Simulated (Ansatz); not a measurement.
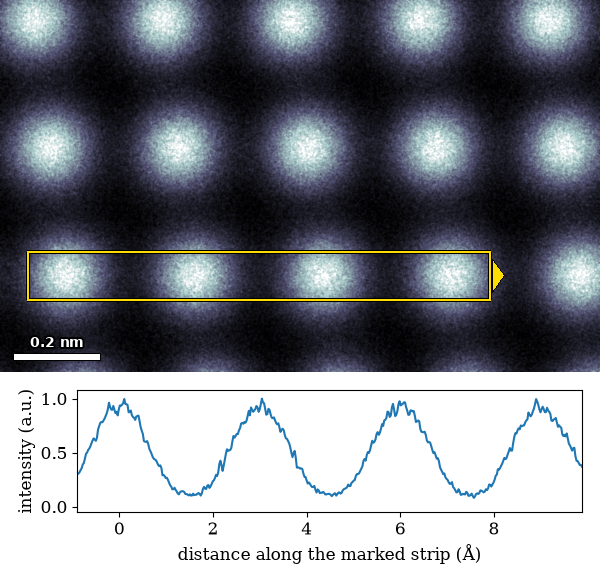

iDPC-like image of Hg (R-3m, No. 166) along [211]. Simulated as the projected potential of neutral atoms (B = 0.5 Å²) blurred by a 1.30 Å probe, the thin-sample limit of integrated differential phase contrast. Shot noise was added. Structure used: the geometry relaxed at fixed volume with DFT r2SCAN, scalar-relativistic, plane waves, PAW (Ansatz).

```yaml
crystal:
  lattice:
    - [3.97345, 0.00000, 0.00000]
    - [-1.98672, 3.44111, 0.00000]
    - [0.00000, 0.00000, 5.92609]
  atoms:
    - { symbol: Hg, position: [0.00000, 0.00000, 0.00000] }
    - { symbol: Hg, position: [0.66667, 0.33333, 0.33333] }
    - { symbol: Hg, position: [0.33333, 0.66667, 0.66667] }
```

The curve is the intensity along the marked strip, in the direction of its arrowhead, with zero distance at the first column. Brightness is counted from the darkest point of the image.

Question: List the columns that the line crosses, with their positions.

Answer:
| position (Å) | atoms per repeat along the beam | height (% of the highest) |
| --- | --- | --- |
| 0.0 | 1 Hg | 100 |
| 3.0 | 1 Hg | 100 |
| 6.0 | 1 Hg | 100 |
| 9.0 | 1 Hg | 100 |
